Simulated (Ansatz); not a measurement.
SnO₂

Input file:

```
crystal:
  lattice:
    - [1.618626461, -2.8035432689, 0.0]
    - [1.618626461, 0.934514423, 4.291825746]
    - [-4.855879383, -2.8035432689, 0.0]
  atoms:
    - { symbol: Sn, position: [0.5420109282, 0.4180356397, -0.0250859565] }
    - { symbol: Sn, position: [-0.0420109282, 0.5819643603, 0.5250859565] }
    - { symbol: O, position: [0.4800750937, 0.7612893544, 0.7856800509] }
    - { symbol: O, position: [1.0199249063, 0.7003107614, 0.2015199877] }
    - { symbol: O, position: [0.4800750937, 0.2996892386, 0.2984800123] }
    - { symbol: O, position: [1.0199249063, 0.2387106456, 0.7143199491] }
basis:
  ecutwfc: 520.0
kpoints:
  mp_grid: { grid: [8, 6, 6] }
hamiltonian:
  xc: pbe
  pseudopotentials: { kind: paw, azcp: { folder: soft_1 } }
  dispersion: d3bj
scf:
  occupations: { method: gaussian, width: 0.05 }
output:
  forces: true
  stress: true
  eigenvalues: true
  write_density: true
  write_potential: true
  elf: true
  volumetric_format: npy
```

Launched as:

```sh
ansatz run input.yaml --threads 2 --pin off --max-ram 4096MiB --backend cpu --events-out ev --progress --plain --runs-dir out
```

Below, planes, directions and counts refer to the conventional cell (a = 3.24 Å, b = 4.68 Å, c = 5.61 Å, α = 113.53°, β = 90.00°, γ = 90.00°).

Space group P-1; a point of a scan over the structure, not its minimum; a structure from a database of computed crystals, not necessarily the ambient phase; not relaxed (largest force 1.6 eV/Å); computed pressure about −4 GPa in this cell; PAW files of the earlier set (soft_1).

The calculation used Ansatz, DFT PBE+D3(BJ), scalar-relativistic, plane waves, PAW.

What will maps of the valence pseudo-density and electron localisation function show?

Answer. Sn–O (2.06 Å): the density is about 0.66 e/Å³ at the midpoint; the ELF peaks at about 0.80 in the valence shell of O, 0.6 Å from its nucleus, and is about 0.30 at the midpoint; no shared electron pair shows on this line.
Sn–O (2.26 Å): the density is about 0.43 e/Å³ at the midpoint; the ELF peaks at about 0.85 in the valence shell of O, 0.6 Å from its nucleus, and is about 0.25 at the midpoint: no shared electron pair shows on this line.

Metal or insulator at this level of theory?

Answer. It is gapped, with a Kohn–Sham gap of 0.76 eV on the k-point mesh, an upper bound to the gap of this method.

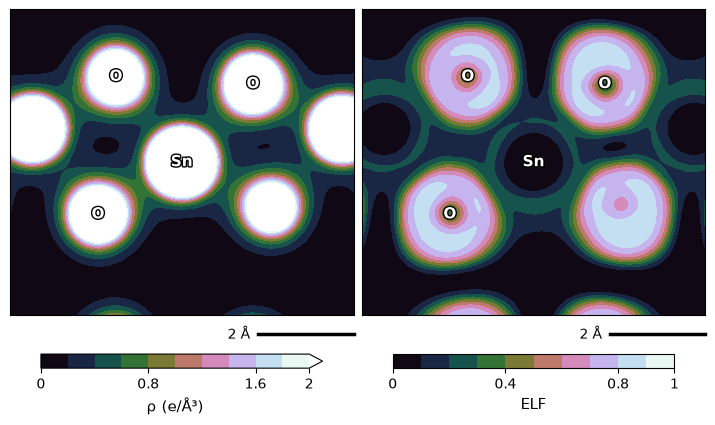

Computed valence pseudo-density and electron localisation function on the (111) plane of the conventional cell, in this order. Atoms just off the plane (Sn, 0.3 Å away and O, 0.3 Å away) can leave unmarked features too.

Core electrons are frozen (PAW), and the valence fields are smoothed inside the atomic spheres.
